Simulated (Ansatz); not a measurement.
# Ti16O31 (charge +1): single-point calculation (part 2 of 3)

Ti16O31 (defect cell, 47 atoms in the cell, total charge +1); DFT PBE, scalar-relativistic, plane waves, PAW, spin-polarised (Ansatz 0.2.0); cutoff 420 eV, 2×2×1 k-mesh, Gaussian smearing of 0.05 eV, collinear spins. The structure derives from a Materials Project entry.

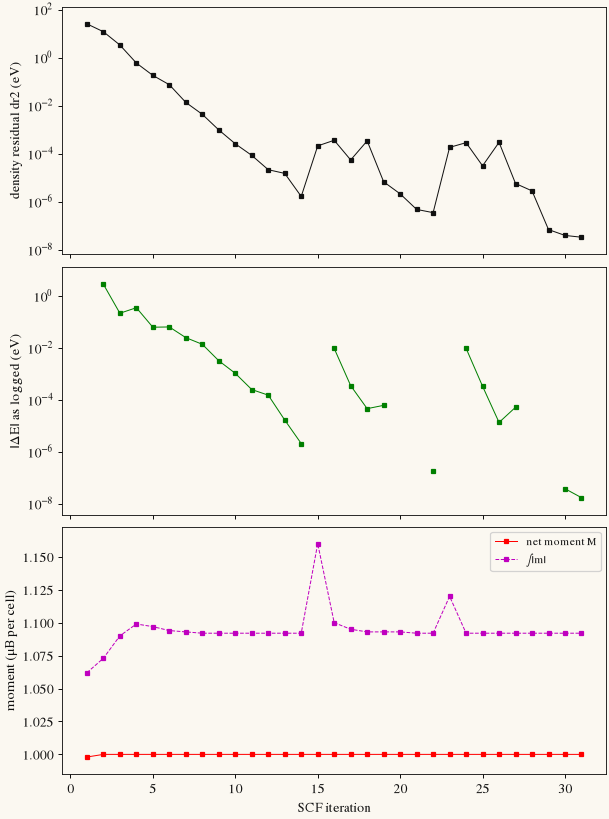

Convergence of the self-consistent field: density residual dr2, size of the energy change and magnetic moment against the SCF iteration. The residual falls unevenly and jumps up by a factor of two or more 4 times on the way down. The net moment stays at 1.0 μB per cell.

```
SCF converged after 31 iterations
Magnetization: 1.0000 μB (189.0000 up, 188.0000 down)
Absolute magnetization: 1.0935 μB (∫|ρ↑−ρ↓|, with the PAW one-centre terms)
Spin contamination: 0.0030 ħ² per cell (⟨S²⟩ above its minimum at these occupations)
Per-site moments (μB) at R_I (Å): [(0.004139826056117465, 0.7377333739570701), (0.0002327219146589094, 0.7321413338547577), (0.0009948664523624742, 0.7304756076824094), (0.002665061850615273, 0.7270426940944658), (0.06942529702639791, 0.7770155705032349), (0.0002923114200829601, 0.7693901538388214), (0.0032511764212506274, 0.7673581283327919), (0.002698071045006573, 0.767537511878417), (0.06577961489953761, 0.7410772199282522), (0.0008364285833479326, 0.729064931447993), (0.007487977228337144, 0.7246725693508657), (0.001520417592256873, 0.7304828201696419), (0.22074782824476305, 0.786342036500942), (0.001344136054565226, 0.764101132448116), (0.0007859780998323712, 0.7711682314381982), (0.0019861556325661443, 0.7642141417415395), (0.0008266013814029517, 0.764101132448116), (0.000418372119717123, 0.7711682314381982), (0.00031340135412398197, 0.7642141417415395), (0.0027479975834135964, 0.7979719781524102), (-5.6524233442272806e-5, 0.8039150763462345), (0.0042032758419275505, 0.7942547680963035), (0.0019698200988698907, 0.7885422965851185), (-0.004876470464607729, 0.7410772199282522), (0.00025643523438961216, 0.729064931447993), (0.011980252780229149, 0.7246725693508657), (0.0005693469428568094, 0.7304828201696419), (0.006926579366478325, 0.7770155705032349), (9.748824097017807e-5, 0.7730111193135119), (-0.0002669488385893338, 0.7673581283327919), (-0.0004911487681702912, 0.7745953905670038), (0.016865422301331555, 0.8158209744659812), (0.0006407182995729229, 0.8009221505801775), (-0.00017540507698734383, 0.8064704546620537), (0.0004811715261481947, 0.8040583242833725), (0.0004688577091398441, 0.7377333739570701), (-0.00019066007211441784, 0.7321413338547577), (-7.021736931932537e-5, 0.7304756076824094), (-0.00787705753495607, 0.7270426940944658), (0.0037439418407489594, 0.8298677714585394), (0.0005272403372116102, 0.8107666466868488), (5.485246908520436e-5, 0.801679801895176), (-0.00043314242350698786, 0.8087756316919826), (0.013023170909602505, 0.8075002849020834), (0.0003601494422103957, 0.795327861263306), (-0.005953560508367113, 0.7938656632998795), (-0.006401752439133777, 0.7955733496739921)]
Free energy (F): -57658.367671 eV
Harris-Foulkes:  -57658.367671 eV  (|F-HF|=1.28e-8)
Internal energy: -57658.367671 eV  (E = F + TS)
E sigma→0 (E₀):  -57658.367671 eV
Fermi energy:    8.171983 eV
--- Per-component energies (eV) ---
  E_band       = -4037.104191
  E_kinetic    = 9754.768200
  E_local      = -31868.042188  (includes V_loc(G=0)·N_el)
  E_nonlocal   = 1529.050408
  E_hartree    = 12593.885304
  E_xc         = -3847.186140
  E_vxc        = -4869.434164  (∫ρ·V_xc dr)
  E_paw        = -21617.047219  (= ΣΔE_a)
  E_vpaw       = -3771.304365  (= ΣTr[D̂ρ^β])
  E_aug_tail   = 0.077974  (compensation charges beyond the density's cutoff)
  E_ewald      = -24203.874008
  E_smearing   = -0.000000  (= −TS)
  E_closure    = 0.000000  (closes the sum)
  E_deformation_potential = 15.909035  (in the stress; not in F)
  Σ components = -57658.367671   (vs F -57658.367671, Δ=0.00e0)
--- Forces (eV/Å), atoms counted from 1 ---
  atom   1  Ti    -0.63476081    -0.00617881     0.51205357
  atom   2  Ti    -0.03941564     0.01778431     0.11275737
  atom   3  Ti     0.38059589    -0.22609199     0.13619926
  atom   4  Ti     0.22091317     0.26907737    -0.25318749
  atom   5  Ti    -0.31638233    -0.16279479     1.78668147
  atom   6  Ti    -0.03042768    -0.07635556     0.07029031
  atom   7  Ti    -0.25742554     0.00543830     0.06965400
  atom   8  Ti     0.07607585     0.08763743    -0.35896468
  atom   9  Ti     1.45899975     0.06761088    -0.35278882
  atom  10  Ti     0.01682125     0.01607872    -0.26939843
  atom  11  Ti    -0.28314760    -0.28076965     0.32950959
  atom  12  Ti    -0.26072096     0.26813606    -0.04363452
  atom  13  Ti    -1.28987898     0.05851296    -0.51116300
  atom  14  Ti     0.17746785    -0.34973109     0.00314879
  atom  15  Ti     0.06576153    -0.06125218    -0.03625731
  atom  16  Ti     0.23094763     0.31096162    -0.16471257
  atom  17  O      0.13501653     0.08137896    -0.08651420
  atom  18  O     -0.06801968    -0.00756083     0.03362178
  atom  19  O     -0.01097962    -0.04185392     0.00884502
  atom  20  O      0.15916663     0.07092080    -0.01245727
  atom  21  O     -0.01086813    -0.09532137     0.02696634
  atom  22  O     -0.13516221     0.46795662    -0.16157072
  atom  23  O     -0.05122825    -0.39092559    -0.12784341
  atom  24  O      0.01839292    -0.02162749     0.72268052
  atom  25  O      0.01375672     0.00717373     0.14681952
  atom  26  O      0.19513673     0.11819503    -0.88021537
  atom  27  O      0.05597255    -0.01883956    -0.06844203
  atom  28  O      0.90303913    -0.03284751    -0.48482302
  atom  29  O     -0.11142389     0.03953843    -0.04499434
  atom  30  O      0.16280542     0.00174604    -0.05887854
  atom  31  O     -0.10862803    -0.03460079     0.04703894
  atom  32  O      0.49802876    -0.09255527    -0.17998274
  atom  33  O     -0.16846454     0.39622285     0.00091194
  atom  34  O      0.03470711     0.06280341    -0.06010630
  atom  35  O     -0.18223962    -0.40638478     0.03539791
  atom  36  O      0.01411510     0.02774335    -0.13617229
  atom  37  O     -0.03101552    -0.02715051     0.12401785
  atom  38  O     -0.04854197     0.02761263     0.03411148
  atom  39  O      0.00568883    -0.02271584     0.61198171
  atom  40  O     -0.40326155     0.04614569    -0.28910400
  atom  41  O      0.06037192     0.11105545    -0.10532193
  atom  42  O     -0.04385050    -0.07653409     0.02358141
  atom  43  O      0.00999271    -0.09397709    -0.03565447
  atom  44  O     -0.69204738    -0.02963504    -0.18578610
  atom  45  O     -0.05341244     0.00456055    -0.00167269
  atom  46  O      0.13361740     0.47688464     0.03354353
  atom  47  O      0.20391415    -0.48547106     0.03981892
  max |Σ_I F_I| component: 1.50e-5 eV/Å
--- Band table (eV; the first three rows and the last of 8) ---
  k-point 0 ↑: bands = ["-50.3522", "-50.2596", "-50.2156", "-50.0992", "-50.0698", "-50.0679", "-50.0563", "-50.0409", "-50.0223", "-50.0078", "-50.0026", "-49.9791", "-49.9643", "-49.9456", "-49.8934", "-49.8533", "-26.6856", "-26.6368", "-26.6294", "-26.6160", "-26.5594", "-26.5558", "-26.5085", "-26.5017", "-26.4895", "-26.4761", "-26.4318", "-26.4264", "-26.4181", "-26.3931", "-26.3877", "-26.3825", "-26.3797", "-26.3715", "-26.3626", "-26.3480", "-26.3468", "-26.3380", "-26.3284", "-26.3199",
      "-26.3152", "-26.3005", "-26.2907", "-26.2784", "-26.2743", "-26.2726", "-26.2704", "-26.2611", "-26.2524", "-26.2428", "-26.2383", "-26.2289", "-26.2203", "-26.2100", "-26.1993", "-26.1983", "-26.1923", "-26.1862", "-26.1772", "-26.1723", "-26.1507", "-26.1355", "-26.0951", "-26.0843", "-11.3519", "-11.1096", "-10.8174", "-10.6471", "-10.5944", "-10.4917", "-10.4137", "-10.3747", "-10.3133", "-10.2575", "-10.1719", "-10.1687", "-10.0867", "-10.0577", "-10.0086", "-10.0041",
      "-9.9621", "-9.9143", "-9.8999", "-9.8705", "-9.8475", "-9.7947", "-9.7777", "-9.7597", "-9.7143", "-9.6648", "-9.6570", "-9.6371", "-9.6130", "-9.5605", "-9.5455", "1.7012", "1.7300", "1.7977", "1.8229", "1.9452", "1.9814", "1.9897", "2.0668", "2.1031", "2.1361", "2.1645", "2.1980", "2.2287", "2.2628", "2.3150", "2.3276", "2.3606", "2.4112", "2.4960", "2.5375", "2.6144", "2.6253", "2.6350", "2.6514", "2.6708",
      "2.6993", "2.7323", "2.7511", "2.8408", "2.8891", "2.9023", "2.9728", "2.9965", "3.0936", "3.1412", "3.1751", "3.2257", "3.3026", "3.4407", "3.4794", "3.5428", "3.6300", "3.6701", "3.6794", "3.7244", "3.7529", "3.8037", "3.8866", "3.9395", "3.9981", "4.0625", "4.1430", "4.2025", "4.2238", "4.2837", "4.3518", "4.3682", "4.3975", "4.5487", "4.5500", "4.5795", "4.5972", "4.6936", "4.7352", "4.7404",
      "4.7506", "4.7951", "4.8035", "4.8341", "4.8498", "4.8576", "4.9020", "4.9300", "4.9860", "4.9903", "5.0927", "5.0966", "5.1372", "5.1766", "5.1948", "5.2355", "5.3036", "5.3981", "5.5234", "5.6008", "5.6178", "5.7225", "5.7579", "5.7709", "5.8166", "5.9128", "5.9568", "6.0262", "7.7152", "8.7344", "8.8494", "8.9524", "9.0375", "9.0699", "9.1068", "9.1266", "9.1903", "9.2405", "9.2764", "9.3177",
      "9.3483", "9.3685", "9.4217", "9.4835", "9.5311", "9.5573", "9.6722", "9.7104", "9.8324", "9.8807", "9.8844", "9.9325", "9.9695", "10.0134", "10.0646", "10.1162", "10.1953", "10.2652", "10.3312", "10.4004", "10.4438", "10.4574", "10.4876", "10.5447", "10.5805", "10.6327", "10.6437", "10.7027", "10.7207", "10.7846", "10.8454", "10.8630", "10.8900", "10.9567", "11.0011", "11.0133"]
  k-point 1 ↑: bands = ["-50.3522", "-50.2596", "-50.2156", "-50.0992", "-50.0698", "-50.0679", "-50.0564", "-50.0409", "-50.0224", "-50.0078", "-50.0026", "-49.9791", "-49.9643", "-49.9456", "-49.8934", "-49.8533", "-26.6857", "-26.6368", "-26.6297", "-26.6153", "-26.5583", "-26.5547", "-26.5123", "-26.4991", "-26.4901", "-26.4743", "-26.4350", "-26.4248", "-26.4189", "-26.3990", "-26.3885", "-26.3829", "-26.3713", "-26.3668", "-26.3627", "-26.3518", "-26.3416", "-26.3386", "-26.3311", "-26.3259",
      "-26.3120", "-26.3020", "-26.2959", "-26.2840", "-26.2761", "-26.2717", "-26.2683", "-26.2551", "-26.2485", "-26.2418", "-26.2360", "-26.2292", "-26.2234", "-26.2098", "-26.1997", "-26.1976", "-26.1904", "-26.1854", "-26.1767", "-26.1733", "-26.1509", "-26.1370", "-26.0953", "-26.0853", "-11.2545", "-11.1960", "-10.7925", "-10.6510", "-10.6130", "-10.4738", "-10.4515", "-10.3993", "-10.3293", "-10.2129", "-10.1889", "-10.1636", "-10.1268", "-10.0629", "-10.0099", "-10.0056",
      "-9.9597", "-9.9044", "-9.8917", "-9.8616", "-9.8279", "-9.8183", "-9.7873", "-9.7655", "-9.7077", "-9.6907", "-9.6421", "-9.6138", "-9.5966", "-9.5466", "-9.5420", "1.6804", "1.7056", "1.7953", "1.8139", "1.9676", "1.9955", "2.0495", "2.0866", "2.1055", "2.1580", "2.1657", "2.1851", "2.2251", "2.2505", "2.2644", "2.2903", "2.3736", "2.4105", "2.4340", "2.4862", "2.5899", "2.6207", "2.6509", "2.6877", "2.7400",
      "2.7703", "2.8040", "2.8253", "2.8710", "2.8826", "2.8869", "2.9744", "2.9861", "3.0417", "3.0739", "3.2550", "3.3108", "3.3281", "3.3428", "3.3784", "3.4827", "3.5238", "3.6244", "3.6606", "3.7496", "3.8038", "3.8919", "3.9850", "4.0232", "4.0440", "4.0707", "4.1000", "4.1050", "4.1462", "4.2085", "4.3065", "4.3688", "4.3982", "4.4599", "4.4978", "4.5312", "4.6199", "4.6355", "4.6871", "4.7520",
      "4.7815", "4.7925", "4.8121", "4.8539", "4.9029", "4.9599", "4.9758", "5.0258", "5.0728", "5.0934", "5.1585", "5.1603", "5.1803", "5.2240", "5.3068", "5.3357", "5.3673", "5.4115", "5.4356", "5.4675", "5.4992", "5.5506", "5.5998", "5.7423", "5.7514", "5.8189", "5.9658", "6.0318", "7.7275", "8.7574", "8.8621", "8.9007", "8.9650", "9.0815", "9.1142", "9.1486", "9.1994", "9.3104", "9.3346", "9.3637",
      "9.4424", "9.4817", "9.4878", "9.5181", "9.5344", "9.6053", "9.6680", "9.6903", "9.7481", "9.7947", "9.8331", "9.8708", "9.9512", "9.9811", "10.0524", "10.1270", "10.1492", "10.2470", "10.2756", "10.3290", "10.3611", "10.4638", "10.5047", "10.5340", "10.5835", "10.6275", "10.6599", "10.6929", "10.7621", "10.7994", "10.8568", "10.8789", "10.9282", "10.9482", "10.9981", "11.0347"]
```
